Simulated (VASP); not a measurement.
## Ta3N: geometry relaxation (part 3 of 3)

Continued. System: Ta3N (4 atoms in the cell). Method: Kohn-Sham DFT of a periodic cell, BLYP, VASP PAW PBE potentials, recommended, no spin polarisation (VASP 6.6.1); cutoff 600 eV, 7×7×3 k-mesh, fermi-dirac of 0.05 eV. The structure derives from a Materials Project entry. It belongs to a series of runs on one base structure; here: dispersion = none.

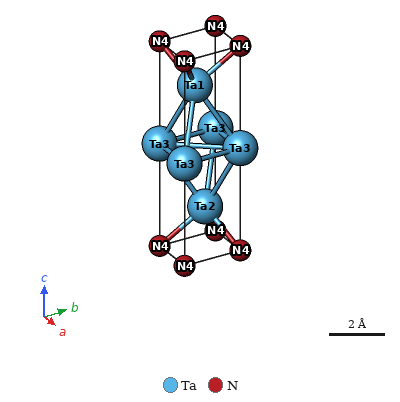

The geometry at step 6 of the log (ball-and-stick view of the cell of the calculation, seen slightly off an axis; atoms are numbered from 1 in the order of the input).

Parts of OUTCAR, continued:
```
  energy  without entropy=      -40.5580780403  energy(sigma->0) =      -40.57312671

--------------------------------------- Ionic step       11  -------------------------------------------

 number of electron      38.0000004 magnetization

------------------------ aborting loop because EDIFF is reached ----------------------------------------

  FORCE on cell =-STRESS in cart. coord.  units (eV):
  Direction    XX          YY          ZZ          XY          YZ          ZX
  --------------------------------------------------------------------------------------
  -------------------------------------------------------------------------------------
  Total        0.1730429      0.1730429      0.1951040     -0.0000000      0.0000000      0.0000000
  in kB        4.4875082      4.4875082      5.0596176     -0.0000000      0.0000000      0.0000000
  external PRESSURE =       4.6782113 kB  Pullay stress =       0.0000000 kB

 VOLUME and BASIS-vectors are now :
 -----------------------------------------------------------------------------
  energy-cutoff  :      600.00
  volume of cell :       61.78
      direct lattice vectors                 reciprocal lattice vectors
     3.031083625  0.000000000 -0.000000000     0.329915015  0.190476523  0.000000000
    -1.515541813  2.624995421  0.000000000    -0.000000000  0.380953046 -0.000000000
    -0.000000000  0.000000000  7.764842933     0.000000000 -0.000000000  0.128785606

 POSITION                                       TOTAL-FORCE (eV/Angst)
 -----------------------------------------------------------------------------------
      1.51554      0.87500      6.39445         0.000000     -0.000000     -0.001798
     -0.00000      1.75000      1.37039        -0.000000      0.000000      0.001798
      1.51554      2.62500      3.88242         0.000000     -0.000000      0.000000
      1.51554      2.62500      7.76484         0.000000     -0.000000      0.000000
 -----------------------------------------------------------------------------------
    total drift:                                0.000000      0.000000     -0.000000

  FREE ENERGIE OF THE ION-ELECTRON SYSTEM (eV)
  ---------------------------------------------------
  free  energy   TOTEN  =       -40.5880215088 eV

  energy  without entropy=      -40.5578974836  energy(sigma->0) =      -40.57295950

--------------------------------------- Ionic step       12  -------------------------------------------

 number of electron      38.0000004 magnetization

 Free energy of the ion-electron system (eV)
  ---------------------------------------------------
  ext. energy  EPLUGINS =         0.00000000
  ---------------------------------------------------
  free energy    TOTEN  =       -40.58820561 eV

  energy without entropy =      -40.55810135  energy(sigma->0) =      -40.57315348

 E-fermi :   6.8227     XC(G=0): -11.8858     alpha+bet :-13.0114

 val. band max:        6.8179667424   @ k =   0.2857   0.2857   0.0000
 cond. band min:       6.8571027648   @ k =   0.1429  -0.0000   0.3333
 fundamental gap:      0.0391360224
 Fermi energy:         6.8227258128

 k-point     1 :       0.0000    0.0000    0.0000
  band No.  band energies     occupation
      1     -28.1962      2.00000
      2     -27.9874      2.00000
      3     -27.6317      2.00000
      4     -27.6317      2.00000
      5     -27.6138      2.00000
      6     -27.6138      2.00000
      7     -27.2370      2.00000
      8     -27.0354      2.00000
      9     -27.0354      2.00000
     10      -9.8261      2.00000
     11      -1.2487      2.00000
     12       0.2645      2.00000
     13       2.0258      2.00000
     14       2.0258      2.00000
     15       3.1948      2.00000
     16       5.4907      2.00000
     17       6.3148      1.99992
     18       6.5230      1.99502
     19       6.5230      1.99502
     20       7.1502      0.00285
     21       7.1502      0.00285
     22       7.4772      0.00000
     23       8.4662      0.00000

 k-point     2 :       0.1429   -0.0000    0.0000
  band No.  band energies     occupation
      1     -28.1685      2.00000
      2     -27.9686      2.00000
      3     -27.7707      2.00000
      4     -27.7451      2.00000
      5     -27.6710      2.00000
      6     -27.6387      2.00000
      7     -27.2323      2.00000
      8     -27.1611      2.00000
      9     -27.0649      2.00000
     10      -9.6452      2.00000
     11      -0.7289      2.00000
     12       0.4338      2.00000
     13       1.7582      2.00000
     14       2.0140      2.00000
     15       3.7009      2.00000
     16       4.7126      2.00000
     17       5.7049      2.00000
     18       6.4017      1.99956
     19       6.5562      1.99037
     20       7.0360      0.02771
     21       7.5718      0.00000
     22       7.6574      0.00000
     23       7.9762      0.00000

 k-point     3 :       0.2857   -0.0000    0.0000
  band No.  band energies     occupation
      1     -28.1631      2.00000
      2     -28.1013      2.00000
      3     -27.9904      2.00000
      4     -27.8779      2.00000
      5     -27.7519      2.00000
      6     -27.7002      2.00000
      7     -27.4251      2.00000
      8     -27.2306      2.00000
      9     -27.1305      2.00000
     10      -9.2798      2.00000
     11      -0.2835      2.00000
     12       0.3620      2.00000
     13       1.8787      2.00000
     14       2.3661      2.00000
     15       3.7064      2.00000
     16       4.1617      2.00000
     17       5.4627      2.00000
     18       5.7740      2.00000
     19       6.5139      1.99585
     20       7.1104      0.00632
     21       7.7160      0.00000
     22       8.7529      0.00000
     23       8.8375      0.00000

 k-point     4 :       0.4286   -0.0000    0.0000
  band No.  band energies     occupation
      1     -28.3506      2.00000
      2     -28.3076      2.00000
      3     -28.0122      2.00000
      4     -27.8448      2.00000
      5     -27.8140      2.00000
      6     -27.7509      2.00000
      7     -27.6039      2.00000
      8     -27.2347      2.00000
      9     -27.1826      2.00000
     10      -9.0277      2.00000
     11      -0.8287      2.00000
     12       0.5499      2.00000
     13       1.7020      2.00000
     14       2.8253      2.00000
     15       3.2837      2.00000
     16       3.8743      2.00000
     17       5.6108      2.00000
     18       6.3847      1.99969
     19       6.7036      1.83097
     20       7.5158      0.00000
     21       7.6100      0.00000
     22      10.0886      0.00000
     23      10.4876      0.00000

 k-point     5 :       0.1429    0.1429    0.0000
  band No.  band energies     occupation
      1     -28.1401      2.00000
      2     -28.0134      2.00000
      3     -27.9328      2.00000
      4     -27.8771      2.00000
      5     -27.7383      2.00000
      6     -27.7157      2.00000
      7     -27.3373      2.00000
      8     -27.2294      2.00000
      9     -27.1303      2.00000
     10      -9.3733      2.00000
     11       0.0389      2.00000
     12       0.1820      2.00000
     13       1.6355      2.00000
     14       2.2373      2.00000
     15       4.1641      2.00000
     16       4.4137      2.00000
     17       5.1379      2.00000
     18       5.9267      2.00000
     19       6.2158      1.99999
     20       7.1261      0.00462
     21       7.3365      0.00007
     22       7.9117      0.00000
     23       8.9931      0.00000

 [... the levels of 14 k-points are left out ...]

 k-point    20 :       0.2857    0.2857    0.3333
  band No.  band energies     occupation
      1     -28.2562      2.00000
      2     -28.1928      2.00000
      3     -28.0570      2.00000
      4     -28.0131      2.00000
      5     -27.9062      2.00000
      6     -27.8660      2.00000
      7     -27.5234      2.00000
      8     -27.3833      2.00000
      9     -27.2273      2.00000
     10      -8.9000      2.00000
     11      -0.2175      2.00000
     12       0.3977      2.00000
     13       0.9247      2.00000
     14       4.1756      2.00000
     15       4.3319      2.00000
     16       4.8644      2.00000
     17       5.1573      2.00000
     18       5.5964      2.00000
     19       5.7684      2.00000
     20       6.9001      0.35101
     21       7.6494      0.00000
     22       9.6676      0.00000
     23       9.8790      0.00000

------------------------ aborting loop because EDIFF is reached ----------------------------------------

  FORCE on cell =-STRESS in cart. coord.  units (eV):
  Direction    XX          YY          ZZ          XY          YZ          ZX
  --------------------------------------------------------------------------------------
  -------------------------------------------------------------------------------------
  Total        0.0109573      0.0109573     -0.0090472     -0.0000000     -0.0000000     -0.0000000
  in kB        0.2835807      0.2835807     -0.2341462     -0.0000000     -0.0000000     -0.0000000
  external PRESSURE =       0.1110051 kB  Pullay stress =       0.0000000 kB

 VOLUME and BASIS-vectors are now :
 -----------------------------------------------------------------------------
  energy-cutoff  :      600.00
  volume of cell :       61.91
      direct lattice vectors                 reciprocal lattice vectors
     3.032625754  0.000000000 -0.000000000     0.329747249  0.190379663  0.000000000
    -1.516312877  2.626330943  0.000000000    -0.000000000  0.380759326 -0.000000000
    -0.000000000  0.000000000  7.772621226     0.000000000 -0.000000000  0.128656726

 POSITION                                       TOTAL-FORCE (eV/Angst)
 -----------------------------------------------------------------------------------
      1.51631      0.87544      6.40106        -0.000000      0.000000      0.002139
     -0.00000      1.75089      1.37156         0.000000     -0.000000     -0.002139
     -0.00000      0.00000      3.88631        -0.000000     -0.000000      0.000000
      0.00000      0.00000      0.00000        -0.000000      0.000000      0.000000
 -----------------------------------------------------------------------------------
    total drift:                                0.000000      0.000000      0.000000

  FREE ENERGIE OF THE ION-ELECTRON SYSTEM (eV)
  ---------------------------------------------------
  free  energy   TOTEN  =       -40.5882056068 eV

  energy  without entropy=      -40.5581013513  energy(sigma->0) =      -40.57315348

 reached required accuracy - stopping structural energy minimisation
```

CONTCAR:
```
Ta3N
   1.00000000000000
     3.0326257535114007    0.0000000000000136   -0.0000000000000000
    -1.5163128768056953    2.6263309427258279    0.0000000000000000
    -0.0000000000000000    0.0000000000000000    7.7726212264784804
  Ta              N
     3     1
Direct
     0.6666666667000030    0.3333333332999970    0.8235394341016624
     0.3333333332999970    0.6666666667000030    0.1764605658983377
     0.0000000000000000    0.0000000000000000    0.5000000000000000
     0.0000000000000000    0.0000000000000000    0.0000000000000000

  0.00000000E+00  0.00000000E+00  0.00000000E+00
  0.00000000E+00  0.00000000E+00  0.00000000E+00
  0.00000000E+00  0.00000000E+00  0.00000000E+00
  0.00000000E+00  0.00000000E+00  0.00000000E+00
```

Trajectory as extended XYZ (Å, eV, eV/Å), 12 frames, from step=0 to step=11:
```
4
Lattice="3.0322 0.0000 0.0000 -1.5161 2.6260 0.0000 0.0000 0.0000 7.5241" Properties=species:S:1:pos:R:3:forces:R:3 step=0 energy=-40.51912
Ta    1.5161    0.8753    6.2155    0.0000   0.0000  -0.1802
Ta    0.0000    1.7507    1.3087    0.0000   0.0000   0.1802
Ta    0.0000    0.0000    3.7621    0.0000   0.0000   0.0000
N     0.0000    0.0000    0.0000    0.0000   0.0000   0.0000
4
Lattice="3.1392 -0.0000 -0.0000 -1.5696 2.7186 -0.0000 -0.0000 0.0000 7.8682" Properties=species:S:1:pos:R:3:forces:R:3 step=1 energy=-40.31603
Ta    1.5696    0.9062    6.4906    0.0000   0.0000   0.4099
Ta    0.0000    1.8124    1.3776    0.0000   0.0000  -0.4099
Ta    0.0000    0.0000    3.9341    0.0000   0.0000   0.0000
N     0.0000    0.0000    7.8682    0.0000   0.0000   0.0000
4
Lattice="3.0659 -0.0000 -0.0000 -1.5329 2.6551 -0.0000 -0.0000 0.0000 7.6323" Properties=species:S:1:pos:R:3:forces:R:3 step=2 energy=-40.57649
Ta    1.5329    0.8850    6.3018    0.0000   0.0000   0.0506
Ta    0.0000    1.7701    1.3305    0.0000   0.0000  -0.0506
Ta   -1.5329    2.6551    3.8162    0.0000   0.0000   0.0000
N    -1.5329    2.6551    0.0000    0.0000   0.0000   0.0000
4
Lattice="3.0650 -0.0000 -0.0000 -1.5325 2.6544 -0.0000 -0.0000 0.0000 7.6295" Properties=species:S:1:pos:R:3:forces:R:3 step=3 energy=-40.57653
Ta    1.5325    0.8848    6.2996    0.0000   0.0000   0.0454
Ta    0.0000    1.7696    1.3300    0.0000   0.0000  -0.0454
Ta    0.0000    0.0000    3.8148    0.0000   0.0000   0.0000
N     0.0000    0.0000    0.0000    0.0000   0.0000   0.0000
4
Lattice="3.0555 -0.0000 -0.0000 -1.5278 2.6461 -0.0000 -0.0000 -0.0000 7.6792" Properties=species:S:1:pos:R:3:forces:R:3 step=4 energy=-40.58126
Ta    1.5278    0.8820    6.3423    0.0000   0.0000  -0.0754
Ta    0.0000    1.7641    1.3369    0.0000   0.0000   0.0754
Ta   -1.5278    2.6461    3.8396    0.0000   0.0000   0.0000
N    -1.5278    2.6461    7.6792    0.0000   0.0000   0.0000
4
Lattice="3.0457 -0.0000 -0.0000 -1.5228 2.6376 -0.0000 -0.0000 -0.0000 7.7307" Properties=species:S:1:pos:R:3:forces:R:3 step=5 energy=-40.58313
Ta    1.5228    0.8792    6.3866    0.0000   0.0000  -0.2023
Ta    0.0000    1.7584    1.3440    0.0000   0.0000   0.2023
Ta    0.0000    0.0000    3.8653    0.0000   0.0000   0.0000
N     0.0000    0.0000    0.0000    0.0000   0.0000   0.0000
4
Lattice="3.0356 -0.0000 -0.0000 -1.5178 2.6289 0.0000 -0.0000 -0.0000 7.7699" Properties=species:S:1:pos:R:3:forces:R:3 step=6 energy=-40.58651
Ta    1.5178    0.8763    6.4100    0.0000   0.0000  -0.1549
Ta    0.0000    1.7526    1.3599    0.0000   0.0000   0.1549
Ta    1.5178    2.6289    3.8849    0.0000   0.0000   0.0000
N     1.5178    2.6289    7.7699    0.0000   0.0000   0.0000
4
Lattice="3.0299 0.0000 -0.0000 -1.5150 2.6240 0.0000 -0.0000 -0.0000 7.7920" Properties=species:S:1:pos:R:3:forces:R:3 step=7 energy=-40.58710
Ta    1.5150    0.8747    6.4232    0.0000   0.0000  -0.1103
Ta    0.0000    1.7493    1.3688    0.0000   0.0000   0.1103
Ta    0.0000    0.0000    3.8960    0.0000   0.0000   0.0000
N     0.0000    0.0000    0.0000    0.0000   0.0000   0.0000
4
Lattice="3.0341 -0.0000 -0.0000 -1.5170 2.6276 0.0000 -0.0000 0.0000 7.7719" Properties=species:S:1:pos:R:3:forces:R:3 step=8 energy=-40.58811
Ta    1.5170    0.8759    6.3991    0.0000   0.0000   0.0350
Ta    0.0000    1.7517    1.3728    0.0000   0.0000  -0.0350
Ta    1.5170    2.6276    3.8859    0.0000   0.0000   0.0000
N     1.5170    2.6276    7.7719    0.0000   0.0000   0.0000
4
Lattice="3.0333 0.0000 -0.0000 -1.5166 2.6269 0.0000 -0.0000 0.0000 7.7758" Properties=species:S:1:pos:R:3:forces:R:3 step=9 energy=-40.58818
Ta    1.5166    0.8756    6.4038    0.0000   0.0000   0.0041
Ta    0.0000    1.7513    1.3720    0.0000   0.0000  -0.0041
Ta    0.0000    0.0000    3.8879    0.0000   0.0000   0.0000
N     0.0000    0.0000    0.0000    0.0000   0.0000   0.0000
4
Lattice="3.0311 0.0000 -0.0000 -1.5155 2.6250 0.0000 -0.0000 0.0000 7.7648" Properties=species:S:1:pos:R:3:forces:R:3 step=10 energy=-40.58802
Ta    1.5155    0.8750    6.3945    0.0000   0.0000  -0.0018
Ta    0.0000    1.7500    1.3704    0.0000   0.0000   0.0018
Ta    1.5155    2.6250    3.8824    0.0000   0.0000   0.0000
N     1.5155    2.6250    7.7648    0.0000   0.0000   0.0000
4
Lattice="3.0326 0.0000 -0.0000 -1.5163 2.6263 0.0000 -0.0000 0.0000 7.7726" Properties=species:S:1:pos:R:3:forces:R:3 step=11 energy=-40.58821
Ta    1.5163    0.8754    6.4011    0.0000   0.0000   0.0021
Ta    0.0000    1.7509    1.3716    0.0000   0.0000  -0.0021
Ta    0.0000    0.0000    3.8863    0.0000   0.0000   0.0000
N     0.0000    0.0000    0.0000    0.0000   0.0000   0.0000
```

The run was set up as follows.

INCAR:
```
PREC = Accurate
ENCUT = 600
EDIFF = 1E-6
ISMEAR = -1
SIGMA = 0.05
LREAL = F
LASPH = T
NELM = 100
ALGO = Fast
ISIF = 3
LWAVE = F
LCHARG = F
GGA = B5
ALDAX = 1.0
AGGAX = 1.0
AGGAC = 1.0
ALDAC = 0.0
IBRION = 2
NSW = 60
EDIFFG = -0.02
```

KPOINTS:
```
Automatic mesh
0
Gamma
  7 7 3
```

POSCAR:
```
Ta3N
1.0
    3.0322239879      0.0000000000      0.0000000000
   -1.5161119940      2.6259830035      0.0000000000
    0.0000000000      0.0000000000      7.5241370000
Ta N
3 1
Direct
    0.6666666667      0.3333333333      0.8260700000
    0.3333333333      0.6666666667      0.1739300000
    0.0000000000      0.0000000000      0.5000000000
    0.0000000000      0.0000000000      0.0000000000
```

Command:
```bash
cat potpaw_PBE.64/Ta_pv/POTCAR potpaw_PBE.64/N/POTCAR > POTCAR
mpirun -np 1 vasp_std > vasp.out
```

Summary:

- outcome: converged
- space group (tolerance 0.01 Å): P-3m1 (164)
- electrons treated: 38
- free energy: −40.5882 eV
- Fermi energy: 6.823 eV
- gap on the k-point mesh: none (metallic)
- pressure: 0.01 GPa
- final volume: 61.91 Å³
- largest force (length of the vector) at the end: 0.002 eV/Å
- final cell: a = 3.033 Å, b = 3.033 Å, c = 7.773 Å, α = 90.00°, β = 90.00°, γ = 120.00°
- hardware: 1 thread of Intel Xeon (Sapphire Rapids), 176 GiB of memory available, shared host
- wall time: 4.9 min
- peak memory: 0.2 GiB

Spin–orbit coupling is left out, which matters for Ta.
